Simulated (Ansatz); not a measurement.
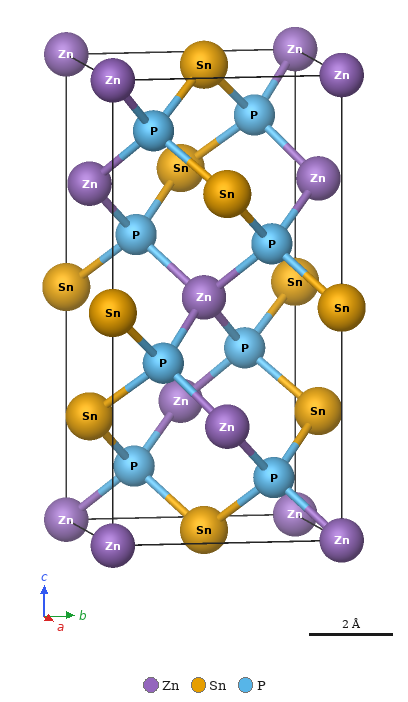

*The structure as given in the input (ball-and-stick view of the cell 2 times as large as that of the calculation, set on its symmetry axes, seen slightly off an axis).*

Near neighbours in the crystal (not all of them lie inside the picture): Zn has 4 P at 2.38 Å; Sn has 4 P at 2.52 Å; P has 2 Sn at 2.52 Å and 2 Zn at 2.38 Å.

# Geometry relaxation, with input and output: ZnSnP2 (part 1 of 2)

System: ZnSnP2 (8 atoms in the cell).
Method: DFT PBE, scalar-relativistic, plane waves, PAW, no spin polarisation (Ansatz 0.2.0).

The structure derives from a Materials Project entry.

### Log
```
Engine: ansatz 0.2.0, aarch64-unknown-linux-gnu
Pseudopotentials: kind: paw
Pseudopotential: Zn, paw, valence charge 12, recommended cutoff 420 eV (normal), Zn.paw.azcp
Pseudopotential: Sn, paw, valence charge 14, recommended cutoff 420 eV (normal), Sn.paw.azcp
Pseudopotential: P, paw, valence charge 5, recommended cutoff 420 eV (normal), P.paw.azcp
Functional definition: PBE
  parameter kappa = 0.804
  parameter beta = 0.06672455060314922
  exchange = pbe_x(kappa = kappa, mu = beta*pi^2/3)
  correlation = pbe_c(beta = beta)
Crystal: 8 atoms, lattice volume = 180.591 Å³
Basis set: ecut = 420 eV, 3555 PW (Γ), exchange–correlation on 96×96×96 points (8 copies of the dense FFT grid, shifted against one another)
Bands: 44, of which v1, the nominal top of the filled ones, is band 36 counted from 1 (35 counted from 0)
Symmetry: 8 space group operations
Space group: I-42d (ITA 122), of the structure as read, at distance tolerance 5.7e-5 Å
k-points: 59 of 512 (time reversal used)
Non-local potential: Zn, projectors of the file, l = 0: 2, l = 1: 2, l = 2: 3, l = 3: 1
Non-local potential: Sn, projectors of the file, l = 0: 2, l = 1: 2, l = 2: 2, l = 3: 2
Non-local potential: P, projectors of the file, l = 0: 2, l = 1: 2, l = 2: 2
PAW form: soft (Blöchl's): semilocal exchange-correlation on the pseudo side does not see the compensation charge
PAW one-centre angular grid: Zn, 590 points (default); XC on 64 Gauss nodes
PAW one-centre angular grid: Sn, 590 points (default); XC on 64 Gauss nodes
PAW one-centre angular grid: P, 110 points (default); XC on 64 Gauss nodes
Initial density: superposition of atomic densities (neutral atoms: chi_scale 0, normalization atom), corrected by the library's trained network
Initial wavefunctions: pseudopotential atomic-orbital guess
Functional: x = pbe(κ = 0.804, μ = 0.2195149727645171), c = pbe(β = 0.06672455060314922)
SCF iter   1: F=—  HF=-21710.862927 eV  |F-HF|=—  |Δ(HF+E_count)|=         —  Δρ=6.77e-4  dr2=8.47e-4  ethr=1.77e-3  ⟨swp⟩=10.3  Hψ=13336  notcnv=0
preconditioner: auto → Resta (q_TF=auto, 2.341 Å⁻¹)  ε∞=4.1  [insulator: Δε(μ)=0.847 eV  Ē_g=13.271 eV  σ=0.020 eV  W_gap=1.00  n_scr=36 (ndim 8)  ℏωp=23.4 eV  f_vac=0.008  D(μ)=0.00/eV (n_scr^D=0)  ε∞_Penn≈4.1]
SCF iter   2: F=—  HF=-21710.861378 eV  |F-HF|=—  |Δ(HF+E_count)|=   1.55e-3  Δρ=5.03e-4  dr2=5.19e-4  ethr=1.18e-6  ⟨swp⟩=3.0  Hψ=6196  notcnv=0  defer=183
SCF iter   3: F=—  HF=-21710.861300 eV  |F-HF|=—  |Δ(HF+E_count)|=   7.79e-5  Δρ=3.09e-4  dr2=1.75e-4  ethr=7.21e-7  ⟨swp⟩=2.0  Hψ=4529  notcnv=0  defer=183
SCF iter   4: F=—  HF=-21710.861329 eV  |F-HF|=—  |Δ(HF+E_count)|=   2.90e-5  Δρ=1.25e-4  dr2=1.86e-5  ethr=2.43e-7  ⟨swp⟩=2.0  Hψ=4533  notcnv=0  defer=183
SCF iter   5: F=—  HF=-21710.861339 eV  |F-HF|=—  |Δ(HF+E_count)|=   1.01e-5  Δρ=6.72e-5  dr2=1.53e-5  ethr=2.58e-8  ⟨swp⟩=2.0  Hψ=4533  notcnv=0  defer=183
SCF iter   6: F=—  HF=-21710.861335 eV  |F-HF|=—  |Δ(HF+E_count)|=   3.70e-6  Δρ=2.54e-5  dr2=2.11e-6  ethr=2.13e-8  ⟨swp⟩=2.9  Hψ=4629  notcnv=0  defer=183
SCF iter   7: F=-21710.861334 eV  HF=-21710.861334 eV  |F-HF|=1.14e-8  |Δ(HF+E_count)|=   4.83e-7  Δρ=2.87e-6  dr2=2.00e-8  ethr=1.39e-10  ⟨swp⟩=16.9  Hψ=23824  notcnv=0
SCF 1 converged in 7 iterations: F = -21710.861334 eV  dr2 = 2.00e-8
  greatest PAW one-centre occupation: 0.991 electrons in one spin orbital (limit 2), on the Sn atom at site 2 (counted from 0), in its partial waves of l = 2
relax step   1: F+E_penalty+E_count = -21710.86133448 eV  Δ(F+E_penalty+E_count) = +0.000e0 eV  max|allowed force component| = 1.137e-1 eV/Å  Δτ_max = 0.0000 Å  P = +2.109 GPa  Ω = 180.591 Å³  (7 SCF iters, dr2 threshold 1.00e-7 eV, accepted)
Crystal: 8 atoms, lattice volume = 185.767 Å³
Basis set: ecut = 420 eV, 3627 PW (Γ), exchange–correlation on 96×96×96 points (8 copies of the dense FFT grid, shifted against one another)
Initial density: handed on by an earlier stage of this run
Initial wavefunctions: those handed on with the density
iter 1 solved again at ethr=1.06e-5 eV; its pass at ethr=3.10e-3 eV (dr2=7.65e-3 eV) is discarded
SCF iter   1: F=—  HF=-21710.893729 eV  |F-HF|=—  |Δ(HF+E_count)|=         —  Δρ=1.71e-3  dr2=7.85e-3  ethr=1.06e-5  ⟨swp⟩=3.5  Hψ=14292  notcnv=0
preconditioner: auto → Resta (q_TF=auto, 2.330 Å⁻¹)  ε∞=4.1  [insulator: Δε(μ)=0.663 eV  Ē_g=13.158 eV  σ=0.020 eV  W_gap=1.00  n_scr=36 (ndim 8)  ℏωp=23.1 eV  f_vac=0.014  D(μ)=0.00/eV (n_scr^D=0)  ε∞_Penn≈4.1]
SCF iter   2: F=—  HF=-21710.892053 eV  |F-HF|=—  |Δ(HF+E_count)|=   1.68e-3  Δρ=7.97e-4  dr2=1.59e-3  ethr=1.06e-5  ⟨swp⟩=2.0  Hψ=4143  notcnv=0
SCF iter   3: F=—  HF=-21710.892093 eV  |F-HF|=—  |Δ(HF+E_count)|=   3.96e-5  Δρ=6.41e-4  dr2=5.09e-4  ethr=2.21e-6  ⟨swp⟩=2.0  Hψ=4061  notcnv=0
SCF iter   4: F=—  HF=-21710.891946 eV  |F-HF|=—  |Δ(HF+E_count)|=   1.47e-4  Δρ=1.75e-4  dr2=7.73e-5  ethr=7.07e-7  ⟨swp⟩=2.0  Hψ=3891  notcnv=0
SCF iter   5: F=—  HF=-21710.891995 eV  |F-HF|=—  |Δ(HF+E_count)|=   4.92e-5  Δρ=4.18e-5  dr2=4.79e-6  ethr=1.07e-7  ⟨swp⟩=2.0  Hψ=4126  notcnv=0
SCF iter   6: F=-21710.892003 eV  HF=-21710.892002 eV  |F-HF|=6.02e-7  |Δ(HF+E_count)|=   6.85e-6  Δρ=1.37e-5  dr2=2.91e-7  ethr=1.11e-9  ⟨swp⟩=14.5  Hψ=24167  notcnv=0
SCF 2 converged in 6 iterations: F = -21710.892003 eV  dr2 = 2.91e-7
  Residual-converged pass: ⟨swp⟩=1.0  Hψ=2841  notcnv=0  max |occ|·‖R‖ = 7.1e-9 eV (tolerance 1.0e-8 eV)  dr2=2.91e-7  dr2_onsite=3.96e-8  max |Δocc| = 3.5e-129
  greatest PAW one-centre occupation: 0.991 electrons in one spin orbital (limit 2), on the Sn atom at site 3 (counted from 0), in its partial waves of l = 2
relax step   2: F+E_penalty+E_count = -21710.89200269 eV  Δ(F+E_penalty+E_count) = -3.067e-2 eV  max|allowed force component| = 1.144e-1 eV/Å  Δτ_max = 0.0167 Å  P = -0.030 GPa  Ω = 185.767 Å³  energy of the carried Pulay correction = -1.662e-3 eV  (6 SCF iters, dr2 threshold 8.00e-7 eV, accepted)
Crystal: 8 atoms, lattice volume = 185.810 Å³
Basis set: ecut = 420 eV, 3635 PW (Γ), exchange–correlation on 96×96×96 points (8 copies of the dense FFT grid, shifted against one another)
iter 1 solved again at ethr=6.47e-7 eV; its pass at ethr=3.10e-3 eV (dr2=4.66e-4 eV) is discarded
SCF iter   1: F=—  HF=-21710.894787 eV  |F-HF|=—  |Δ(HF+E_count)|=         —  Δρ=5.58e-4  dr2=4.86e-4  ethr=6.47e-7  ⟨swp⟩=3.2  Hψ=13814  notcnv=0
preconditioner: auto → Resta (q_TF=auto, 2.330 Å⁻¹)  ε∞=4.1  [insulator: Δε(μ)=0.678 eV  Ē_g=13.154 eV  σ=0.020 eV  W_gap=1.00  n_scr=36 (ndim 8)  ℏωp=23.1 eV  f_vac=0.011  D(μ)=0.00/eV (n_scr^D=0)  ε∞_Penn≈4.1]
SCF iter   2: F=—  HF=-21710.894721 eV  |F-HF|=—  |Δ(HF+E_count)|=   6.58e-5  Δρ=2.66e-4  dr2=1.20e-4  ethr=6.47e-7  ⟨swp⟩=2.6  Hψ=3937  notcnv=0
SCF iter   3: F=—  HF=-21710.894727 eV  |F-HF|=—  |Δ(HF+E_count)|=   5.66e-6  Δρ=1.86e-4  dr2=3.60e-5  ethr=1.67e-7  ⟨swp⟩=2.0  Hψ=3887  notcnv=0
SCF iter   4: F=—  HF=-21710.894710 eV  |F-HF|=—  |Δ(HF+E_count)|=   1.74e-5  Δρ=3.07e-5  dr2=1.34e-6  ethr=5.00e-8  ⟨swp⟩=2.0  Hψ=3889  notcnv=0
SCF iter   5: F=-21710.894710 eV  HF=-21710.894710 eV  |F-HF|=2.16e-8  |Δ(HF+E_count)|=   5.24e-7  Δρ=7.19e-6  dr2=6.97e-8  ethr=1.11e-9  ⟨swp⟩=13.2  Hψ=21865  notcnv=0
SCF 3 converged in 5 iterations: F = -21710.894710 eV  dr2 = 6.97e-8
relax step   3: F+E_penalty+E_count = -21710.89471022 eV  Δ(F+E_penalty+E_count) = -2.708e-3 eV  max|allowed force component| = 1.740e-2 eV/Å  Δτ_max = 0.0098 Å  P = +0.023 GPa  Ω = 185.810 Å³  energy of the carried Pulay correction = -1.675e-3 eV  (5 SCF iters, dr2 threshold 8.00e-7 eV, accepted)
Crystal: 8 atoms, lattice volume = 185.898 Å³
iter 1 solved again at ethr=3.82e-8 eV; its pass at ethr=3.10e-3 eV (dr2=2.75e-5 eV) is discarded
SCF iter   1: F=—  HF=-21710.894802 eV  |F-HF|=—  |Δ(HF+E_count)|=         —  Δρ=1.31e-4  dr2=2.70e-5  ethr=3.82e-8  ⟨swp⟩=3.0  Hψ=13482  notcnv=0
preconditioner: auto → Resta (q_TF=auto, 2.329 Å⁻¹)  ε∞=4.1  [insulator: Δε(μ)=0.682 eV  Ē_g=13.153 eV  σ=0.020 eV  W_gap=1.00  n_scr=36 (ndim 8)  ℏωp=23.1 eV  f_vac=0.011  D(μ)=0.00/eV (n_scr^D=0)  ε∞_Penn≈4.1]
SCF iter   2: F=—  HF=-21710.894803 eV  |F-HF|=—  |Δ(HF+E_count)|=   1.48e-6  Δρ=6.33e-5  dr2=6.97e-6  ethr=3.75e-8  ⟨swp⟩=2.2  Hψ=3403  notcnv=0
SCF iter   3: F=—  HF=-21710.894791 eV  |F-HF|=—  |Δ(HF+E_count)|=   1.23e-5  Δρ=4.80e-5  dr2=2.41e-6  ethr=9.69e-9  ⟨swp⟩=2.0  Hψ=3887  notcnv=0
SCF iter   4: F=—  HF=-21710.894790 eV  |F-HF|=—  |Δ(HF+E_count)|=   1.14e-6  Δρ=7.71e-6  dr2=1.07e-7  ethr=3.34e-9  ⟨swp⟩=2.0  Hψ=3861  notcnv=0
SCF iter   5: F=-21710.894790 eV  HF=-21710.894790 eV  |F-HF|=8.00e-10  |Δ(HF+E_count)|=   5.30e-8  Δρ=2.18e-6  dr2=7.82e-9  ethr=2.63e-11  ⟨swp⟩=11.0  Hψ=18567  notcnv=0
SCF 4 converged in 5 iterations: F = -21710.894790 eV  dr2 = 7.82e-9
relax step   4: F+E_penalty+E_count = -21710.89478983 eV  Δ(F+E_penalty+E_count) = -7.961e-5 eV  max|allowed force component| = 3.595e-4 eV/Å  Δτ_max = 0.0021 Å  P = +0.007 GPa  Ω = 185.898 Å³  energy of the carried Pulay correction = -1.703e-3 eV  (5 SCF iters, dr2 threshold 1.89e-8 eV, accepted)
Initial wavefunctions: pseudopotential atomic-orbital guess (no wavefunctions were taken with the density)
iter 1 solved again at ethr=1.15e-6 eV; its pass at ethr=3.10e-3 eV (dr2=8.25e-4 eV) is discarded
SCF iter   1: F=—  HF=-21710.894485 eV  |F-HF|=—  |Δ(HF+E_count)|=         —  Δρ=2.14e-4  dr2=2.28e-6  ethr=1.15e-6  ⟨swp⟩=3.8  Hψ=19879  notcnv=0
eigensolver tolerance schedule: the retry pair's looser diagonalisation over-reported the residual by 361.55 of it (diagonalisation noise at 0.15 of the residual, at the tolerance the schedule requests for it); recorded, not acted on — ethr = c·dr2/N_el stays at c = 1.0e-1
preconditioner: auto → Resta (q_TF=auto, 2.329 Å⁻¹)  ε∞=4.1  [insulator: Δε(μ)=0.683 eV  Ē_g=13.153 eV  σ=0.020 eV  W_gap=1.00  n_scr=36 (ndim 8)  ℏωp=23.1 eV  f_vac=0.011  D(μ)=0.00/eV (n_scr^D=0)  ε∞_Penn≈4.1]
SCF iter   2: F=—  HF=-21710.896002 eV  |F-HF|=—  |Δ(HF+E_count)|=   1.52e-3  Δρ=1.14e-4  dr2=1.89e-6  ethr=3.16e-9  ⟨swp⟩=3.0  Hψ=5387  notcnv=0
SCF iter   3: F=—  HF=-21710.896436 eV  |F-HF|=—  |Δ(HF+E_count)|=   4.35e-4  Δρ=4.27e-5  dr2=9.79e-8  ethr=2.62e-9  ⟨swp⟩=2.0  Hψ=3818  notcnv=0
SCF iter   4: F=—  HF=-21710.896516 eV  |F-HF|=—  |Δ(HF+E_count)|=   7.97e-5  Δρ=2.04e-6  dr2=3.38e-9  ethr=1.36e-10  ⟨swp⟩=2.0  Hψ=4130  notcnv=0
SCF iter   5: F=—  HF=-21710.896516 eV  |F-HF|=—  |Δ(HF+E_count)|=   3.68e-8  Δρ=1.20e-6  dr2=1.08e-9  ethr=4.69e-12  ⟨swp⟩=2.1  Hψ=4724  notcnv=0
SCF iter   6: F=—  HF=-21710.896516 eV  |F-HF|=—  |Δ(HF+E_count)|=   2.97e-8  Δρ=3.66e-7  dr2=1.79e-10  ethr=1.51e-12  ⟨swp⟩=2.0  Hψ=4134  notcnv=0
SCF iter   7: F=-21710.896516 eV  HF=-21710.896516 eV  |F-HF|=5.46e-11  |Δ(HF+E_count)|=   2.95e-9  Δρ=1.13e-7  dr2=2.69e-11  ethr=1.00e-12  ⟨swp⟩=8.9  Hψ=14251  notcnv=0
SCF 5 converged in 7 iterations: F = -21710.896516 eV  dr2 = 2.69e-11
relax step   5: F+E_penalty+E_count = -21710.89651628 eV  Δ(F+E_penalty+E_count) = -1.726e-3 eV  max|allowed force component| = 3.079e-4 eV/Å  Δτ_max = 0.0000 Å  P = +0.010 GPa  Ω = 185.898 Å³  stress off target by 1.36e-2 GPa  SCF on the basis re-selected at this cell (its energy is not comparable with the rows above)  (7 SCF iters)
```

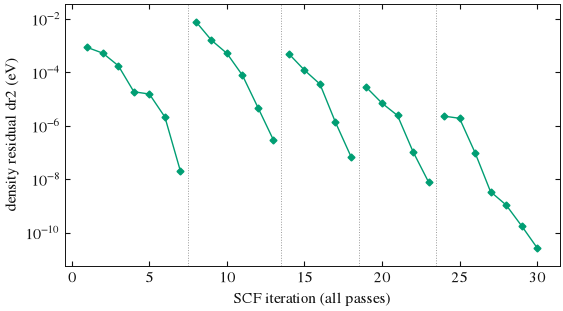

*Convergence of the self-consistent field: density residual dr2 against the SCF iteration. The dotted lines part the SCF passes of the relaxation: geometry steps, rejected trials and re-solves on a re-selected basis.*

The 5 passes take 5 to 7 iterations each, 30 in all.

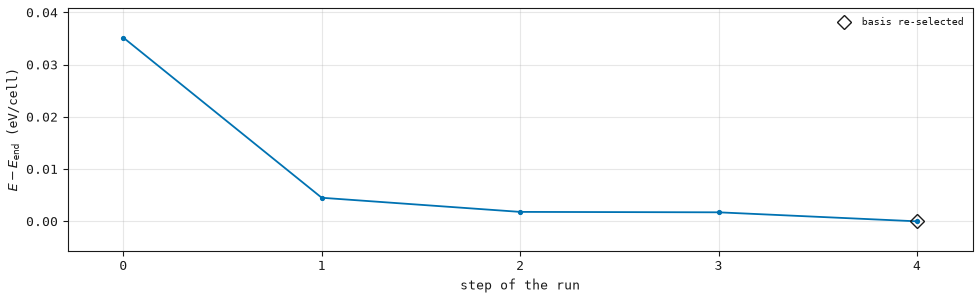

*Progress of the relaxation, step by step (the first geometry is step 0 here and step 1 in the log).*

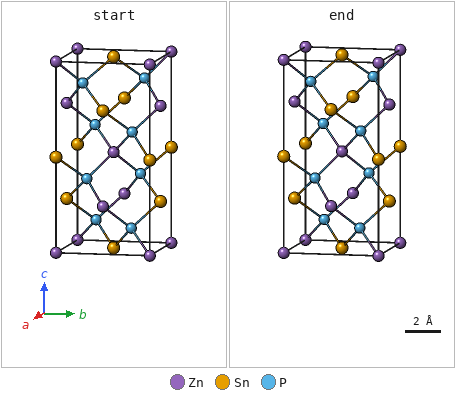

*Before (left) and after (right) the relaxation, at one scale (ball-and-stick view of the cell 2 times as large as that of the calculation, set on its symmetry axes, seen slightly off an axis).*

After 3 geometry steps the energy has fallen by 33.5 meV per cell of the calculation. The largest force component goes from 0.11 to 0.00031 eV/Å. The pressure goes from 2.11 to 0.01 GPa. The largest moves relative to the cell, 0.005 Å, are those of P5, P6, P7 and P8. Sn and Zn stay in place. The drawn cell changes as follows: a = b 5.648 → 5.702 Å (+1.0 %), c 11.324 → 11.434 Å (+1.0 %); the volume changes by +2.9 %. Among the contacts that change: Sn3–P5 2.519 → 2.546 Å, Zn1–P5 2.380 → 2.400 Å. The space group stays I-42d (No. 122). A last SCF at the same geometry on a re-selected plane-wave basis shifts the energy by −1.7 meV per cell of the calculation. (Atoms are counted from 1 in the order of the input.)

```
basis re-selected at this cell: Δ(F+E_penalty+E_count) = -1.726e-3 eV, ΔP = +0.003 GPa vs the last step (what re-selecting the basis moved, of the pressure what is left beyond the Pulay correction that the steps carried, after the strain that the cell walked since its last selection, with what the two solves' SCF thresholds leave and, on support functions, any second-order correction that the steps lacked; it is no measure of the basis error at this ecutwfc). This SCF's stress stands 1.36e-2 GPa from its target on what of the cell is left free (relax.cell.stress_tol is 5.00e-2 GPa) and its largest allowed force component is 3.08e-4 eV/Å (relax.f_tol is 5.00e-3 eV/Å): within both
SCF converged after 7 iterations
Free energy (F): -21710.896516 eV
Harris-Foulkes:  -21710.896516 eV  (|F-HF|=5.46e-11)
Internal energy: -21710.896516 eV  (E = F + TS)
E sigma→0 (E₀):  -21710.896516 eV
Fermi energy:    7.269474 eV
```
